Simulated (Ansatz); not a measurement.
Run report: ZrO$_{2}$, field-gradient calculation

- system: ZrO$_{2}$ (6 atoms in the cell)
- method: DFT, PBEsol, PAW with Ansatz's default frozen-core files, scalar-relativistic, no spin polarisation (Ansatz 0.2.0)

The structure derives from an entry of the Crystallography Open Database. Its volume is 1.04 times that of the source entry. It belongs to a series of runs on one base structure; here: volume scaled by 1.04, PAW files. Figures and captions count atoms from 1; the log counts them from 0 in places.

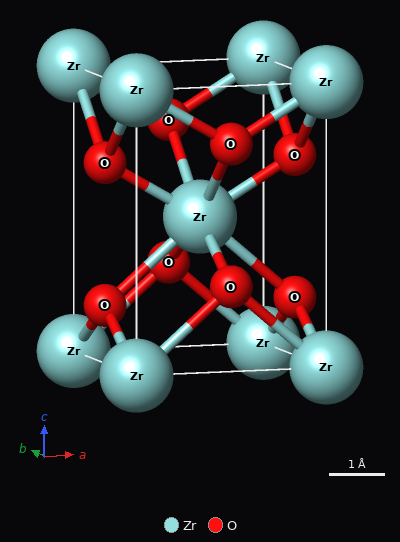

Figure 1. The input geometry (ball-and-stick view of the cell of the calculation, seen slightly off an axis). Near neighbours in the crystal (not all of them lie inside the picture): Zr has 8 O at 2.11 to 2.40 Å; O has 4 Zr at 2.11 to 2.40 Å.

### The input
```yaml
crystal:
  lattice:
    - [3.6434225321, 0.0, 0.0]
    - [0.0, 3.6434225321, 0.0]
    - [0.0, 0.0, 5.2451262336]
  atoms:
    - { symbol: Zr, position: [0.0, 0.0, 0.0] }
    - { symbol: Zr, position: [0.5, 0.5, 0.5] }
    - { symbol: O, position: [0.0, 0.5, 0.203] }
    - { symbol: O, position: [0.0, 0.5, 0.703] }
    - { symbol: O, position: [0.5, 0.0, 0.297] }
    - { symbol: O, position: [0.5, 0.0, 0.797] }
kpoints:
  mp_grid: { grid: [6, 6, 4] }
scf:
  occupations: { method: fermi_dirac, width: 0.01 }
hamiltonian:
  xc: pbesol
  pseudopotentials: { kind: paw }
output:
  forces: true
  stress: true
  eigenvalues: true
  efg: { contact_densities: true }
  write_density: true
  write_potential: true
  elf: true
  volumetric_format: npy
```

Machine: 2 threads of Intel Xeon (Sapphire Rapids), 64 GiB of memory available, shared host.

Launched with:
```bash
ansatz run input.yaml --threads 2 --pin off --max-ram 8192MiB --backend cpu --events-out ev --progress --plain --runs-dir out
```

### Log
```
Zr: output.efg is read without spin–orbit coupling, which moves field gradients at and beside such atoms by some per cent and up to a factor of two; PAW files take it under magnetization.noncollinear and magnetization.spin_orbit
Engine: ansatz 0.2.0, x86_64-unknown-linux-gnu
Pseudopotentials: kind: paw
Pseudopotential: Zr, paw, valence charge 12, recommended cutoff 420 eV (normal), Zr.paw.azcp
Pseudopotential: O, paw, valence charge 6, recommended cutoff 420 eV (normal), O.paw.azcp
Functional definition: PBEsol
  exchange = pbesol_x
  correlation = pbesol_c
Crystal: 6 atoms, lattice volume = 69.627 Å³
Basis set: ecut = 420 eV, 1377 PW (Γ), exchange–correlation on 50×50×72 points (8 copies of the dense FFT grid, shifted against one another)
Bands: 30, of which v1, the nominal top of the filled ones, is band 24 counted from 1 (23 counted from 0)
Symmetry: 16 space group operations
Space group: P42/nmc (ITA 137), of the structure as read, at distance tolerance 4.1e-5 Å
k-points: 30 of 144
Non-local potential: Zr, projectors of the file, l = 0: 3, l = 1: 2, l = 2: 2, l = 3: 2
Non-local potential: O, projectors of the file, l = 0: 2, l = 1: 2, l = 2: 1
PAW form: soft (Blöchl's): semilocal exchange-correlation on the pseudo side does not see the compensation charge
PAW frozen core: Zr, regenerated for the run's functional, and the local potential with it (the file was generated under x = pbe(κ = 0.804, μ = 0.2195149727645171), c = pbe(β = 0.06672455060314922))
PAW frozen core: O, regenerated for the run's functional, and the local potential with it (the file was generated under x = pbe(κ = 0.804, μ = 0.2195149727645171), c = pbe(β = 0.06672455060314922))
PAW one-centre angular grid: Zr, 590 points (default); XC on 64 Gauss nodes
PAW one-centre angular grid: O, 110 points (default); XC on 64 Gauss nodes
Initial density: superposition of atomic densities (neutral atoms: chi_scale 0, normalization atom), corrected by the library's trained network
Initial wavefunctions: pseudopotential atomic-orbital guess
Functional: x = pbesol(κ = 0.804, μ = 0.12345679012345678), c = pbesol(β = 0.046)
SCF iter   1: F=—  HF=-10511.316781 eV  |F-HF|=—  |Δ(HF+E_count)|=         —  Δρ=1.78e-2  dr2=1.82e-1  ethr=1.77e-3  ⟨swp⟩=5.6  Hψ=3703  notcnv=0
preconditioner: auto → Resta (q_TF=auto, 2.564 Å⁻¹)  ε∞=4.3  [insulator: Δε(μ)=3.622 eV  Ē_g=16.347 eV  σ=0.010 eV  W_gap=1.00  n_scr=20 (ndim 8)  ℏωp=29.5 eV  f_vac=0.022  D(μ)=0.00/eV (n_scr^D=0)  ε∞_Penn≈4.3]
SCF iter   2: F=—  HF=-10511.275079 eV  |F-HF|=—  |Δ(HF+E_count)|=   4.17e-2  Δρ=4.91e-3  dr2=1.13e-2  ethr=3.79e-4  ⟨swp⟩=2.0  Hψ=1594  notcnv=0  defer=60
SCF iter   3: F=—  HF=-10511.272804 eV  |F-HF|=—  |Δ(HF+E_count)|=   2.27e-3  Δρ=1.77e-3  dr2=1.48e-3  ethr=2.35e-5  ⟨swp⟩=2.0  Hψ=1318  notcnv=0  defer=60
SCF iter   4: F=—  HF=-10511.272696 eV  |F-HF|=—  |Δ(HF+E_count)|=   1.09e-4  Δρ=2.71e-4  dr2=6.56e-5  ethr=3.08e-6  ⟨swp⟩=2.0  Hψ=1615  notcnv=0  defer=60
SCF iter   5: F=—  HF=-10511.272738 eV  |F-HF|=—  |Δ(HF+E_count)|=   4.21e-5  Δρ=7.17e-5  dr2=3.57e-6  ethr=1.37e-7  ⟨swp⟩=2.0  Hψ=1234  notcnv=0  defer=60
SCF iter   6: F=—  HF=-10511.272740 eV  |F-HF|=—  |Δ(HF+E_count)|=   1.74e-6  Δρ=1.26e-5  dr2=1.06e-7  ethr=7.43e-9  ⟨swp⟩=2.0  Hψ=1168  notcnv=0  defer=60
SCF iter   7: F=-10511.272740 eV  HF=-10511.272740 eV  |F-HF|=1.44e-9  |Δ(HF+E_count)|=   1.45e-7  Δρ=3.04e-6  dr2=3.83e-9  ethr=2.08e-10  ⟨swp⟩=12.0  Hψ=5675  notcnv=0
SCF 1 converged in 7 iterations: F = -10511.272740 eV  dr2 = 3.83e-9
  greatest PAW one-centre occupation: 0.996 electrons in one spin orbital (limit 2), on the Zr atom at site 1 (counted from 0), in its partial waves of l = 0
SCF converged after 7 iterations
Free energy (F): -10511.272740 eV
Harris-Foulkes:  -10511.272740 eV  (|F-HF|=1.44e-9)
Internal energy: -10511.272740 eV  (E = F + TS)
E sigma→0 (E₀):  -10511.272740 eV
Fermi energy:    12.487424 eV
--- Per-component energies (eV) ---
  E_band       = -170.586480
  E_kinetic    = 1365.140490
  E_local      = -2383.284578  (includes V_loc(G=0)·N_el)
  E_nonlocal   = 347.135440
  E_hartree    = 780.119317
  E_xc         = -615.082755
  E_vxc        = -758.252032  (∫ρ·V_xc dr)
  E_paw        = -6406.280047  (= ΣΔE_a)
  E_vpaw       = -301.575182  (= ΣTr[D̂ρ^β])
  E_aug_tail   = 0.009891  (compensation charges beyond the density's cutoff)
  E_ewald      = -3599.503090
  E_core_change = 0.472593  (= ΣΔE_core)
  E_smearing   = -0.000000  (= −TS)
  E_closure    = 0.000000  (closes the sum)
  Σ components = -10511.272740   (vs F -10511.272740, Δ=0.00e0)
--- Forces (eV/Å), atoms counted from 1 ---
  atom   1  Zr     0.00000000     0.00000000     0.00000000
  atom   2  Zr     0.00000000     0.00000000     0.00000000
  atom   3  O      0.00000000     0.00000000    -0.23119273
  atom   4  O      0.00000000     0.00000000    -0.23119273
  atom   5  O      0.00000000     0.00000000     0.23119273
  atom   6  O      0.00000000     0.00000000     0.23119273
  max |Σ_I F_I| component: 2.78e-17 eV/Å
--- Stress (GPa, compression-positive) ---
      -11.229100       0.000000       0.000000
        0.000000     -11.229100       0.000000
        0.000000       0.000000      -9.388467
  P = ⅓ Tr σ = -10.6156 GPa (-106.156 kbar)
--- PAW observables at the nuclei: V_zz in 10²¹ V/m², potentials from the cell's mean, atoms counted from 1 ---
  atom   1  Zr V_zz =    +4.601540   η = 0.0000   by run symmetry: allowed
            electrostatic potential = -5925.336731 V   contact ρ = 489719.160081 e/Å³
  atom   2  Zr V_zz =    +4.601540   η = 0.0000   by run symmetry: allowed
            electrostatic potential = -5925.336731 V   contact ρ = 489719.160081 e/Å³
  atom   3  O  V_zz =    +0.818546   η = 0.0703   by run symmetry: allowed
            electrostatic potential = -627.430068 V   contact ρ = 2143.352201 e/Å³
  atom   4  O  V_zz =    +0.818546   η = 0.0703   by run symmetry: allowed
            electrostatic potential = -627.430068 V   contact ρ = 2143.352201 e/Å³
  atom   5  O  V_zz =    +0.818546   η = 0.0703   by run symmetry: allowed
            electrostatic potential = -627.430068 V   contact ρ = 2143.352201 e/Å³
  atom   6  O  V_zz =    +0.818546   η = 0.0703   by run symmetry: allowed
            electrostatic potential = -627.430068 V   contact ρ = 2143.352201 e/Å³
--- Band table (eV; the first three rows and the last of 30) ---
  k-point 0: bands = ["-36.9178", "-36.8717", "-15.4150", "-14.9435", "-14.9435", "-14.8391", "-14.8082", "-14.8082", "-6.7982", "-5.5787", "-5.0258", "-4.6495", "5.6809", "6.0505", "6.1868", "6.1868", "8.1295", "8.1295", "9.3139", "9.3139", "10.0520", "10.4568", "10.4735", "10.4735", "14.3988", "14.8660", "15.4664", "15.5903", "16.8338", "17.0441"]
  k-point 1: bands = ["-36.9110", "-36.8784", "-15.3392", "-14.9333", "-14.9240", "-14.9240", "-14.8282", "-14.8282", "-6.5554", "-5.4561", "-5.3146", "-4.7969", "6.1814", "6.3512", "6.3512", "6.5883", "7.5919", "7.5919", "9.1538", "9.6138", "9.7409", "9.7409", "10.5156", "10.5156", "14.5489", "15.0867", "15.3858", "15.5157", "17.5114", "17.8590"]
  k-point 2: bands = ["-36.8948", "-36.8948", "-15.1454", "-15.1454", "-14.8796", "-14.8796", "-14.8729", "-14.8729", "-5.9551", "-5.9551", "-5.1407", "-5.1407", "6.7419", "6.7419", "6.9597", "6.9597", "7.5048", "7.5048", "7.9722", "7.9722", "10.0384", "10.0384", "10.5573", "10.5573", "14.9409", "14.9409", "15.4645", "15.4645", "18.5821", "18.5821"]
  k-point 29: bands = ["-36.8668", "-36.8668", "-15.2454", "-15.2454", "-15.2454", "-15.2454", "-14.9644", "-14.9644", "-5.1318", "-5.1318", "-5.1318", "-5.1318", "6.4133", "6.4133", "6.7015", "6.7015", "8.7840", "8.7840", "8.7840", "8.7840", "9.2255", "9.2255", "10.5407", "10.5407", "15.4971", "15.4971", "15.8892", "15.8892", "16.7779", "16.7779"]
```

### File rho_z.tsv
```
# z_ang	rho[e/angstrom^3]
# format = ansatz-planar-average/11
# lattice	3.643422532	0.000000000	0.000000000
# lattice	0.000000000	3.643422532	0.000000000
# lattice	0.000000000	0.000000000	5.245126234
# sites	6
# site	40	0.000000000	0.000000000	0.000000000
# site	40	1.821711266	1.821711266	2.622563117
# site	8	0.000000000	1.821711266	1.064760625
# site	8	0.000000000	1.821711266	3.687323742
# site	8	1.821711266	0.000000000	1.557802491
# site	8	1.821711266	0.000000000	4.180365608
0.000000	6.556374e-1
0.145698	6.534360e-1
0.291396	6.374788e-1
0.437094	6.034848e-1
0.582792	5.833963e-1
0.728490	6.154268e-1
0.874188	6.934358e-1
1.019886	7.842723e-1
1.165584	8.601342e-1
1.311282	8.912877e-1
1.456980	8.601342e-1
1.602677	7.842723e-1
1.748375	6.934358e-1
1.894073	6.154268e-1
2.039771	5.833963e-1
2.185469	6.034848e-1
2.331167	6.374788e-1
2.476865	6.534360e-1
2.622563	6.556374e-1
2.768261	6.534360e-1
2.913959	6.374788e-1
3.059657	6.034848e-1
3.205355	5.833963e-1
3.351053	6.154268e-1
3.496751	6.934358e-1
3.642449	7.842723e-1
3.788147	8.601342e-1
3.933845	8.912877e-1
4.079543	8.601342e-1
4.225241	7.842723e-1
4.370939	6.934358e-1
4.516636	6.154268e-1
4.662334	5.833963e-1
4.808032	6.034848e-1
4.953730	6.374788e-1
5.099428	6.534360e-1
```

### File v_z.tsv
```
# z_ang	v_es[eV]	v_tot[eV]
# format = ansatz-planar-average/11
# xc	pbesol
# density_cutoff_ev	1680
# datasets	Zr=:simpson_from_first_knot:soft:shift=-755746	O=:simpson_from_first_knot:soft:shift=-234619
# lattice	3.643422532	0.000000000	0.000000000
# lattice	0.000000000	3.643422532	0.000000000
# lattice	0.000000000	0.000000000	5.245126234
# sites	6
# site	40	0.000000000	0.000000000	0.000000000
# site	40	1.821711266	1.821711266	2.622563117
# site	8	0.000000000	1.821711266	1.064760625
# site	8	0.000000000	1.821711266	3.687323742
# site	8	1.821711266	0.000000000	1.557802491
# site	8	1.821711266	0.000000000	4.180365608
0.000000	1.109440e0	-9.822110e0
0.145698	1.548148e0	-9.488200e0
0.291396	2.826943e0	-8.356584e0
0.437094	4.290036e0	-6.992531e0
0.582792	5.476386e0	-5.993011e0
0.728490	6.557852e0	-5.139039e0
0.874188	7.086057e0	-4.855082e0
1.019886	6.738958e0	-5.479969e0
1.165584	6.283062e0	-6.158155e0
1.311282	6.140858e0	-6.391786e0
1.456980	6.283062e0	-6.158155e0
1.602677	6.738958e0	-5.479969e0
1.748375	7.086057e0	-4.855082e0
1.894073	6.557852e0	-5.139039e0
2.039771	5.476386e0	-5.993011e0
2.185469	4.290036e0	-6.992531e0
2.331167	2.826943e0	-8.356584e0
2.476865	1.548148e0	-9.488200e0
2.622563	1.109440e0	-9.822110e0
2.768261	1.548148e0	-9.488200e0
2.913959	2.826943e0	-8.356584e0
3.059657	4.290036e0	-6.992531e0
3.205355	5.476386e0	-5.993011e0
3.351053	6.557852e0	-5.139039e0
3.496751	7.086057e0	-4.855082e0
3.642449	6.738958e0	-5.479969e0
3.788147	6.283062e0	-6.158155e0
3.933845	6.140858e0	-6.391786e0
4.079543	6.283062e0	-6.158155e0
4.225241	6.738958e0	-5.479969e0
4.370939	7.086057e0	-4.855082e0
4.516636	6.557852e0	-5.139039e0
4.662334	5.476386e0	-5.993011e0
4.808032	4.290036e0	-6.992531e0
4.953730	2.826943e0	-8.356584e0
5.099428	1.548148e0	-9.488200e0
```

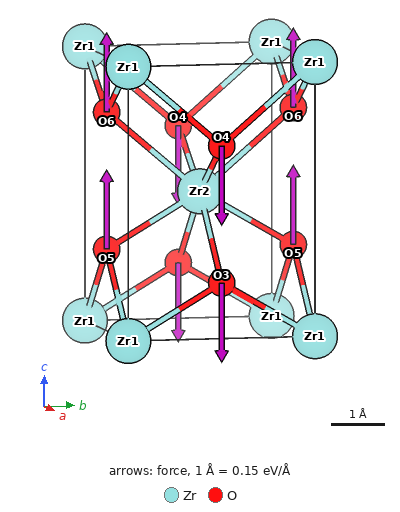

Figure 2. Forces on the atoms as pink arrows (ball-and-stick view of the cell of the calculation, seen slightly off an axis; atoms are numbered from 1 in the order of the input). The largest act on all 4 O atoms (0.23 eV/Å). The geometry is not a stationary point of this energy.

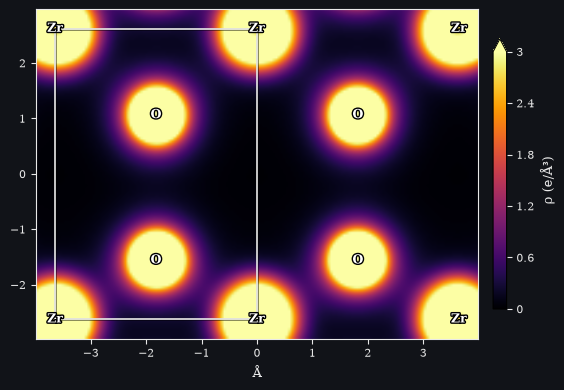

Figure 3. Valence electron density on the (010) plane of the conventional cell. The section cuts through Zr and O sites. Zr–O (2.11 Å): ρ at the midpoint is about 0.67 e/Å³. Zr–O (2.40 Å): the density is about 0.33 e/Å³ at the midpoint. Away from the nuclei the density in this plane falls to 0.02 e/Å³ at its lowest. Core electrons are frozen (PAW), so the fields are smoothed inside the atomic spheres.

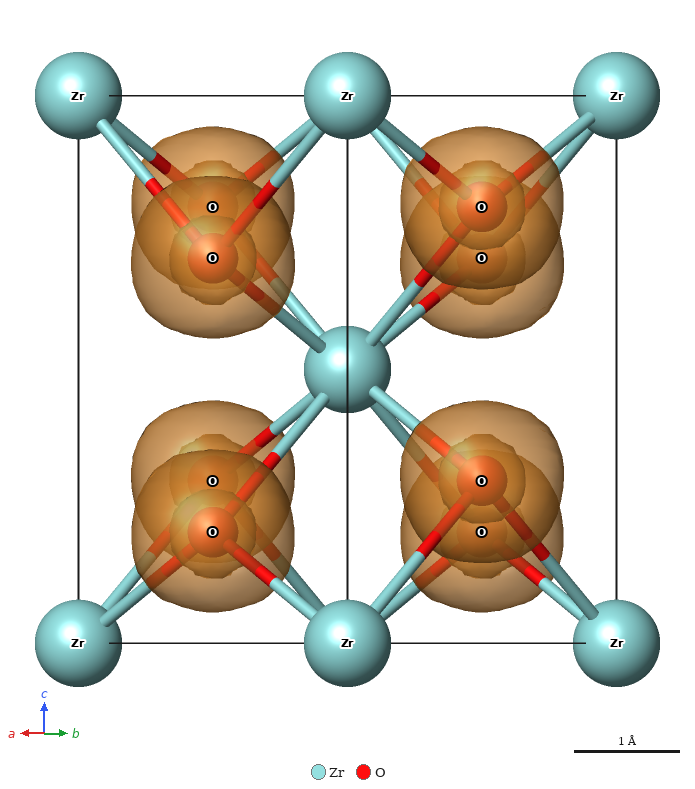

Figure 4. Isosurface of the electron localisation function at 0.75 (orange), seen along [110]. Core shells and regions of very low density are left out. Sticks mark near contacts. The outline is the cell set on symmetry axes. Along the contacts the grid gives the following. Zr–O (2.11 Å): the ELF peaks at about 0.85 in the valence shell of O, 0.6 Å from its nucleus, and drops to about 0.25 between the two atoms. Zr–O (2.40 Å): the ELF is about 0.10 at the midpoint, which marks ionic bonding with no shared pair.

### Key numbers

```csv
quantity,value
outcome,converged
space group (tolerance 0.01 Å),P4₂/nmc (137)
electrons treated,48
free energy,−10511.2727 eV
Fermi energy,12.487 eV
gap on the k-point mesh,3.84 eV
pressure,−10.62 GPa
field gradient V_zz (10²¹ V/m²),"Zr 4.60, Zr 4.60, O 0.82, O 0.82, O 0.82, O 0.82"
largest force (length of the vector),0.231 eV/Å
wall time,2.7 s (CPU time 4.4 s)
peak memory,0.47 GiB
```

The program warns: the field gradients leave out spin–orbit coupling. The cell is under a tension of 10.6 GPa at this level, so it is not at its equilibrium volume.
